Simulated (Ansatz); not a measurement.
# What a change does: single-point calculation on B3N2

System: B3N2 (Pm-3m, 5 atoms in the cell).
Method of run 1: DFT PBE, scalar-relativistic, plane waves, PAW, spin-polarised (Ansatz 0.2.0).

The structure was made by a generator, so it may or may not be a known phase. Text and figures count atoms from 1; the logs count them from 0 in places.

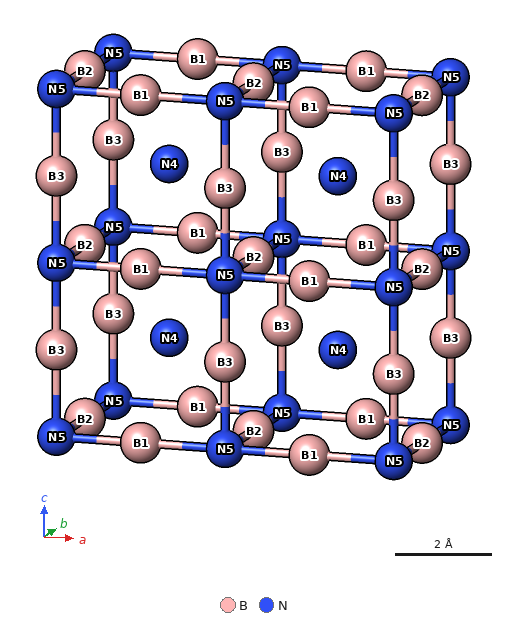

The structure as given in the input (ball-and-stick view of the cell of the calculation, repeated 2 × 1 × 2, seen slightly off an axis; atoms are numbered from 1 in the order of the input). An atom can appear more than once, as a periodic image.

Input file, run 1:
```yaml
crystal:
  lattice:
    - [3.72146629, 0.0, 0.0]
    - [0.0, 3.72146629, 0.0]
    - [0.0, 0.0, 3.72146629]
  atoms:
    - { symbol: B, position: [0.5, 0.0, 0.0] }
    - { symbol: B, position: [0.0, 0.5, 0.0] }
    - { symbol: B, position: [0.0, 0.0, 0.5] }
    - { symbol: "N", position: [0.5, 0.5, 0.5], spin: 1.0 }
    - { symbol: "N", position: [0.0, 0.0, 0.0], spin: 1.0 }
basis:
  ecutwfc: 420
kpoints:
  mp_grid: { grid: [6, 6, 6] }
hamiltonian:
  xc: pbe
scf:
  occupations: { method: gaussian, width: 0.1 }
  lower_state_search: "off"
output:
  forces: true
  stress: true
  eigenvalues: true
  populations: true
magnetization:
  spin_polarized: true
```

Command:
```bash
ansatz run input.yaml --threads 1 --pin off --max-ram 2560MiB --backend cpu --events-out ev --progress --plain --runs-dir out
```

Hardware: 1 thread of Intel Xeon @ 2.50GHz (Skylake/Cascade Lake), 189 GiB of memory available, shared host.

Output, shortened to warnings, some set-up lines, iterations and results (run 1):
```
Basis set: ecut = 420 eV, 1021 PW (Γ), exchange–correlation on 50×50×50 points (8 copies of the dense FFT grid, shifted against one another)
Symmetry: 48 space group operations
k-points: 20 of 216
[...]
SCF iter   1: F=—  HF=-1221.585358 eV  |F-HF|=—  |Δ(HF+E_count)|=         —  Δρ=4.02e-2 (↑2.88e-2 ↓4.02e-2)  dr2=5.43e-1  dr2_m=4.61e-1  M=0.596 μB ∫|m|=0.668 μB  β_m=0.30  …
SCF iter   2: F=—  HF=-1221.681013 eV  |F-HF|=—  |Δ(HF+E_count)|=   9.57e-2  Δρ=2.78e-2 (↑2.52e-2 ↓2.78e-2)  dr2=2.03e-1  dr2_m=2.77e-1  M=0.577 μB ∫|m|=0.607 μB  β_m=0.30  …
SCF iter   3: F=—  HF=-1221.746675 eV  |F-HF|=—  |Δ(HF+E_count)|=   6.57e-2  Δρ=2.06e-2 (↑2.06e-2 ↓1.83e-2)  dr2=3.67e-2  dr2_m=1.66e-1  M=0.566 μB ∫|m|=0.580 μB  β_m=0.30  …
SCF iter   4: F=—  HF=-1221.799060 eV  |F-HF|=—  |Δ(HF+E_count)|=   5.24e-2  Δρ=1.57e-2 (↑1.43e-2 ↓1.57e-2)  dr2=3.96e-2  dr2_m=1.01e-1  M=0.552 μB ∫|m|=0.558 μB  β_m=0.30  …
SCF iter   5: F=—  HF=-1221.825777 eV  |F-HF|=—  |Δ(HF+E_count)|=   2.67e-2  Δρ=1.16e-2 (↑1.16e-2 ↓1.16e-2)  dr2=3.52e-4  dr2_m=6.36e-2  M=0.539 μB ∫|m|=0.542 μB  β_m=0.30  …
[... 9 lines ...]
SCF iter  15: F=-1221.884201 eV  HF=-1221.884201 eV  |F-HF|=1.37e-8  |Δ(HF+E_count)|=   1.71e-6  Δρ=4.52e-6 (↑4.52e-6 ↓3.58e-6)  dr2=1.79e-9  dr2_m=7.53e-9  M=0.485 μB …
SCF iter  16: F=-1221.884201 eV  HF=-1221.884201 eV  |F-HF|=1.42e-9  |Δ(HF+E_count)|=   2.98e-8  Δρ=1.52e-6 (↑1.52e-6 ↓1.41e-6)  dr2=7.75e-11  dr2_m=1.00e-9  M=0.486 μB …
SCF iter  17: F=-1221.884201 eV  HF=-1221.884201 eV  |F-HF|=1.53e-10  |Δ(HF+E_count)|=   3.21e-9  Δρ=5.30e-7 (↑5.30e-7 ↓5.18e-7)  dr2=2.84e-11  dr2_m=1.27e-10  M=0.486 μB …
SCF iter  18: F=-1221.884201 eV  HF=-1221.884201 eV  |F-HF|=1.53e-10  |Δ(HF+E_count)|=  4.37e-10  Δρ=2.75e-7 (↑2.75e-7 ↓2.55e-7)  dr2=1.76e-10  dr2_m=1.49e-12  M=0.486 μB …
SCF 1 converged in 18 iterations: F = -1221.884201 eV  dr2 = 1.76e-10
SCF converged after 18 iterations
Magnetization: 0.4857 μB (9.7428 up, 9.2572 down)
Absolute magnetization: 0.4857 μB (∫|ρ↑−ρ↓|, with the PAW one-centre terms)
Spin contamination: 0.0004 ħ² per cell (⟨S²⟩ above its minimum at these occupations)
Per-site moments (μB) at R_I (Å): [(0.049378300742252176, 0.7675524223125001), (0.04937830074225223, 0.7675524223125001), (0.04937830074225216, 0.7675524223125001), (0.11031159558641979, 1.0854830454666589), (0.022598642385609786, 0.7675524223125001)]
Free energy (F): -1221.884201 eV
Harris-Foulkes:  -1221.884201 eV  (|F-HF|=1.53e-10)
Internal energy: -1221.869480 eV  (E = F + TS)
E sigma→0 (E₀):  -1221.876840 eV
Entropy (-TS):   -0.014721 eV (-2.944 meV/atom)
Fermi energy:    6.088814 eV
--- Per-component energies (eV) ---
  E_band       = -15.686569
  E_kinetic    = 348.677869
  E_local      = -468.574120  (includes V_loc(G=0)·N_el)
  E_nonlocal   = 135.130403
  E_hartree    = 128.146135
  E_xc         = -200.507561
  E_vxc        = -246.129500  (∫ρ·V_xc dr)
  E_paw        = -485.506091  (= ΣΔE_a)
  E_vpaw       = -41.083444  (= ΣTr[D̂ρ^β])
  E_aug_tail   = 0.000159  (compensation charges beyond the density's cutoff)
  E_ewald      = -679.236274
  E_smearing   = -0.014721  (= −TS)
  E_closure    = -0.000000  (closes the sum)
  Σ components = -1221.884201   (vs F -1221.884201, Δ=0.00e0)
--- Forces (eV/Å), atoms counted from 1 ---
  atom   1  B     -0.00000000     0.00000000    -0.00000000
  atom   2  B      0.00000000     0.00000000     0.00000000
  atom   3  B      0.00000000    -0.00000000     0.00000000
  atom   4  N      0.00000000    -0.00000000    -0.00000000
  atom   5  N     -0.00000000     0.00000000    -0.00000000
  max |Σ_I F_I| component: 2.86e-30 eV/Å
--- Stress (GPa, compression-positive) ---
      -29.017543      -0.000000       0.000000
        0.000000     -29.017543       0.000000
        0.000000       0.000000     -29.017543
  P = ⅓ Tr σ = -29.0175 GPa (-290.175 kbar)
--- Löwdin populations: 5 sites ---
  site symbol       q [e]    m [muB]
     0      B      2.7602     0.1103
     1      B      2.7602     0.1103
     2      B      2.7602     0.1103
     3      N      5.4047     0.1248
     4      N      5.2269     0.0242
  spilling = 0.004625 (of n_electrons = 19.000000)
```

For run 2 the input was changed thus:
```diff
-    - { symbol: "N", position: [0.5, 0.5, 0.5], spin: 1.0 }
-    - { symbol: "N", position: [0.0, 0.0, 0.0], spin: 1.0 }
+    - { symbol: "N", position: [0.5, 0.5, 0.5] }
+    - { symbol: "N", position: [0.0, 0.0, 0.0] }
-  populations: true
-magnetization:
-  spin_polarized: true
```

How does run 2 compare with run 1?

With the same functional and potentials, run 2 lies 0.6 meV per atom higher. The SCF takes 6 iterations against 18. On the same kind of shared host run 2 took about 0.27 times as long.

Output, shortened to warnings, some set-up lines, iterations and results (run 2):
```
Basis set: ecut = 420 eV, 1021 PW (Γ), exchange–correlation on 50×50×50 points (8 copies of the dense FFT grid, shifted against one another)
Symmetry: 48 space group operations
k-points: 20 of 216
Initial density: superposition of atomic densities (neutral atoms: chi_scale 0, normalization atom), corrected by the library's trained network
[...]
SCF iter   1: F=—  HF=-1221.911969 eV  |F-HF|=—  |Δ(HF+E_count)|=         —  Δρ=1.69e-2  dr2=2.41e-1  ethr=1.77e-3  ⟨swp⟩=4.5  Hψ=1387  notcnv=0
SCF iter   2: F=—  HF=-1221.896515 eV  |F-HF|=—  |Δ(HF+E_count)|=   1.55e-2  Δρ=1.20e-2  dr2=1.27e-1  ethr=1.27e-3  ⟨swp⟩=1.0  Hψ=460  notcnv=0
SCF iter   3: F=—  HF=-1221.881228 eV  |F-HF|=—  |Δ(HF+E_count)|=   1.53e-2  Δρ=1.94e-3  dr2=1.63e-3  ethr=6.69e-4  ⟨swp⟩=1.9  Hψ=343  notcnv=0
SCF iter   4: F=—  HF=-1221.881040 eV  |F-HF|=—  |Δ(HF+E_count)|=   1.88e-4  Δρ=3.47e-4  dr2=1.59e-5  ethr=8.58e-6  ⟨swp⟩=2.1  Hψ=415  notcnv=0  defer=1
SCF iter   5: F=—  HF=-1221.881144 eV  |F-HF|=—  |Δ(HF+E_count)|=   1.04e-4  Δρ=4.02e-5  dr2=4.87e-7  ethr=8.37e-8  ⟨swp⟩=2.0  Hψ=473  notcnv=0  defer=14
SCF iter   6: F=-1221.881145 eV  HF=-1221.881145 eV  |F-HF|=6.20e-10  |Δ(HF+E_count)|=   7.07e-7  Δρ=2.15e-6  dr2=1.36e-9  ethr=5.26e-10  ⟨swp⟩=6.8  Hψ=1426  notcnv=0
SCF 1 converged in 6 iterations: F = -1221.881145 eV  dr2 = 1.36e-9
SCF converged after 6 iterations
Free energy (F): -1221.881145 eV
Harris-Foulkes:  -1221.881145 eV  (|F-HF|=6.20e-10)
Internal energy: -1221.849416 eV  (E = F + TS)
E sigma→0 (E₀):  -1221.865281 eV
Entropy (-TS):   -0.031729 eV (-6.346 meV/atom)
Fermi energy:    6.095286 eV
--- Per-component energies (eV) ---
  E_band       = -15.640166
  E_kinetic    = 348.677818
  E_local      = -468.576778  (includes V_loc(G=0)·N_el)
  E_nonlocal   = 135.109276
  E_hartree    = 128.163189
  E_xc         = -200.482313
  E_vxc        = -246.096657  (∫ρ·V_xc dr)
  E_paw        = -485.504494  (= ΣΔE_a)
  E_vpaw       = -41.080318  (= ΣTr[D̂ρ^β])
  E_aug_tail   = 0.000159  (compensation charges beyond the density's cutoff)
  E_ewald      = -679.236274
  E_smearing   = -0.031729  (= −TS)
  E_closure    = 0.000000  (closes the sum)
  Σ components = -1221.881145   (vs F -1221.881145, Δ=0.00e0)
--- Forces (eV/Å), atoms counted from 1 ---
  atom   1  B     -0.00000000    -0.00000000    -0.00000000
  atom   2  B     -0.00000000     0.00000000    -0.00000000
  atom   3  B     -0.00000000     0.00000000     0.00000000
  atom   4  N      0.00000000    -0.00000000     0.00000000
  atom   5  N     -0.00000000    -0.00000000    -0.00000000
  max |Σ_I F_I| component: 1.56e-29 eV/Å
--- Stress (GPa, compression-positive) ---
      -29.028181      -0.000000       0.000000
       -0.000000     -29.028181       0.000000
        0.000000       0.000000     -29.028181
  P = ⅓ Tr σ = -29.0282 GPa (-290.282 kbar)
```

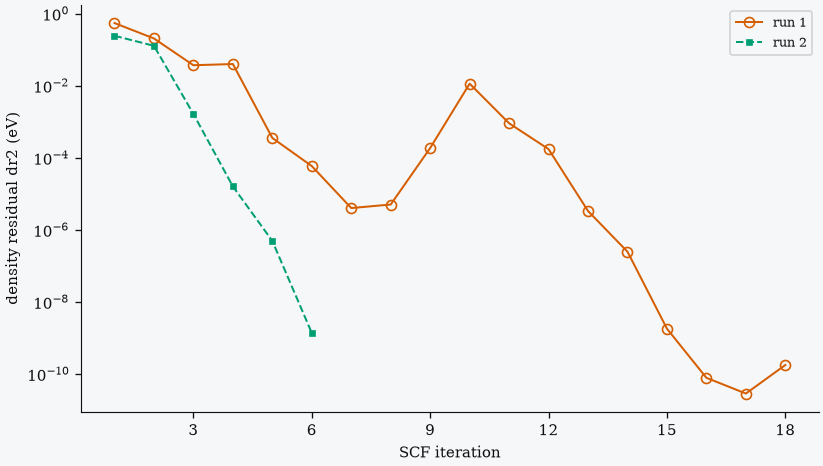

Convergence of the two runs: density residual dr2 against the SCF iteration. Run 1 takes 18 iterations in all, and run 2 takes 6.

The two runs side by side:

| quantity | run 1 | run 2 |
| --- | --- | --- |
| outcome | converged | converged |
| free energy per atom (eV) | −244.3768 | −244.3762 |
| energy per atom, smearing taken to zero (eV) | −244.3754 | −244.3731 |
| gap on the mesh (eV) | 0.00 | 0.00 |
| net moment of the cell (μB) | 0.49 | – |
| absolute moment of the cell (μB) | 0.49 | – |
| pressure (GPa) | −29.02 | −29.03 |
| largest force (eV/Å) | 0.000 | 0.000 |
| SCF iterations | 18 | 6 |
| irreducible k-points | 20 | 20 |
| plane waves at Γ | 1021 | 1021 |
| wall time (shared host) | 10 s | 2.8 s |

For both runs: The cell is under a tension of 29 GPa at this level, so it is not at its equilibrium volume. For run 2: The cell holds an odd number of electrons but the run has no spin polarisation, so a band is left half filled.
